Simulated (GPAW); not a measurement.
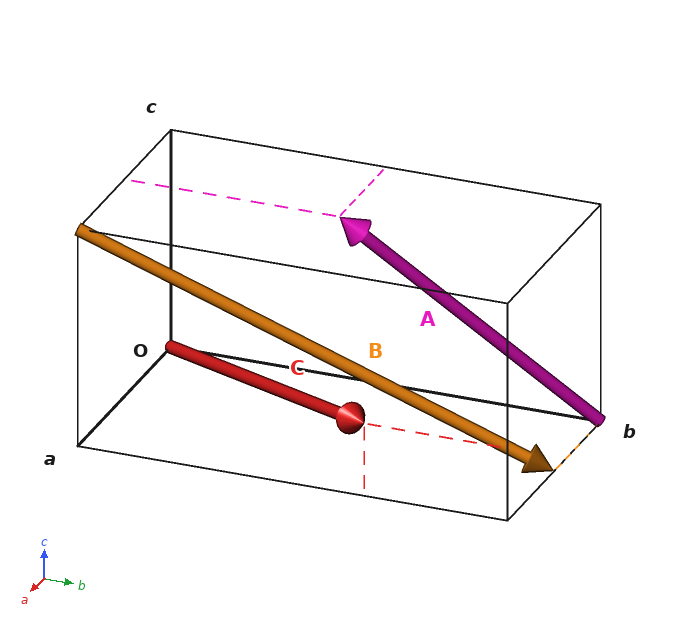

Each arrow starts at a corner of the unit cell and ends on its surface; where a tip isn't a corner, dashed lines run from it parallel to the axes. Crystal: Ge, a cell listed in the Materials Project, as set up for an electronic-structure calculation. The drawing is computed from the coordinates (standard cell, symmetry found to 0.002 Å).

a = 2.794 Å, b = 5.201 Å, c = 2.698 Å, α = 90.00°, β = 90.00°, γ = 90.00°.

Question: Index the directions.

Answer: Arrow A runs from (0, 1, 0) to (1/2, 1/2, 1), so [1 −1 2]; Arrow B runs from (1, 0, 1) to (1/2, 1, 0), so [−1 2 −2]; Arrow C runs from (0, 0, 0) to (1, 2/3, 1/3), so [3 2 1].

Question: How long is the vector ua + vb + wc in each case, and what angles do the directions make?

Answer: A 7.999 Å; B 12.047 Å; C 13.629 Å. A–B: 160.9°. A–C: 98.5°. B–C: 64.7°.

Question: In No. 65, Cmmm, how many directions are equivalent to A (Laue class mmm, both senses counted)?

Answer: 8.
